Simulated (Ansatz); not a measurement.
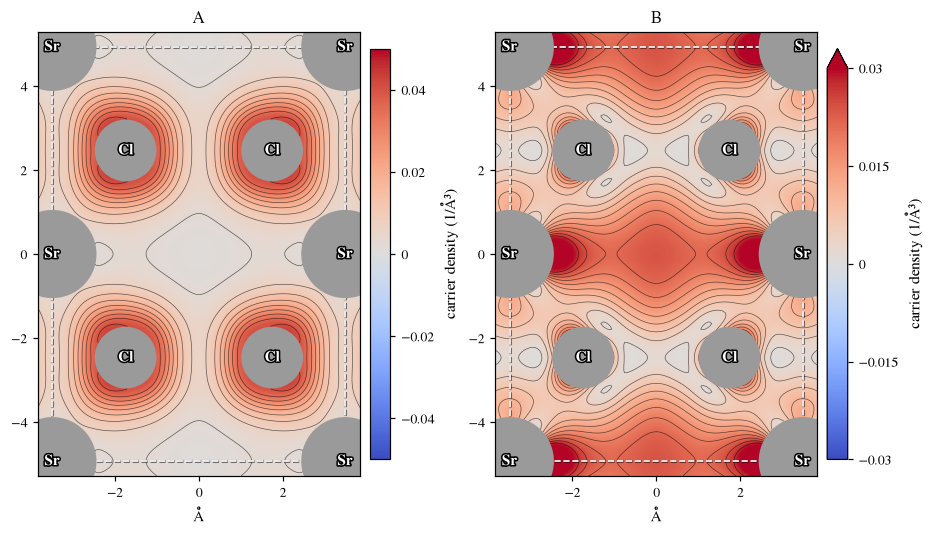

SrCl2, doped once with holes and once with electrons (0.5 e in the calculation's cell of 3 atoms, uniform background, atoms fixed). Each panel shows the carrier's density (positive where it sits) on the (110) plane of the conventional cell; grey discs cover the cores. Cores are masked to 1.0 Å (Sr) and 0.7 Å (Cl). This is very heavy doping.

Space group Fm-3m.

All numbers below come from DFT PBE, scalar-relativistic, plane waves, PAW (Ansatz).

Question: Tell the hole from the electron.

Answer: A is the hole: outside the cores it is densest at the edge of the masked core of Cl; it divides as Cl about 90 % and Sr about 10 %. B is the electron: outside the cores it is densest at the edge of the masked core of Sr; it divides as Cl about 70 % and Sr about 30 %. Shares are sums over atomic cells sized by the Bader volumes, which fill 25 % (Sr) and 75 % (Cl) of the cell, so only an excess over these marks a preference; they are shares of the net change, screening included, and the band-edge orbitals themselves can be more concentrated.
